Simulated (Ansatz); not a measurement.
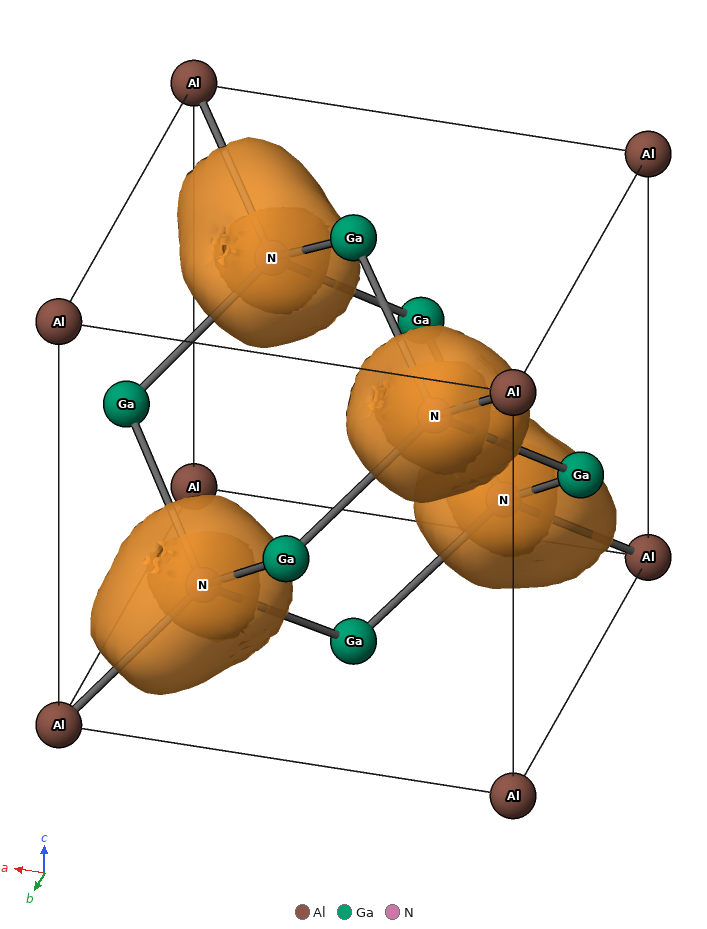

AlGa3N4. Isosurface of the ELF at 0.75 (orange), seen at an oblique angle. Only the valence region is drawn (cores and ρ < 0.01 e/Å³ removed). Sticks mark near contacts.

Space group P-43m; a structure from a database of computed crystals, not necessarily the ambient phase.

All numbers below come from DFT LDA, scalar-relativistic, plane waves, PAW (Ansatz).

Core electrons are frozen (PAW), and the valence fields are smoothed inside the atomic spheres.

### Describe the localisation domains.

The surface consists of four regions on N in which the atom's valence shell and bonds are merged, counted in one cell of 8 atoms. Any copies at cell faces, edges or corners count once. Along the contacts the grid gives the following. Al–N (1.88 Å): the ELF peaks at about 0.90 between the atoms, as expected for a shared but strongly polarised pair. Ga–N (1.93 Å): the ELF peaks at about 0.85 in the valence shell of N, 0.7 Å from its nucleus, and is about 0.50 at the midpoint.

### Does the calculation give a band gap?

It is gapped, with a Kohn–Sham gap of 2.6 eV on the k-point mesh, an upper bound to the gap of this method.
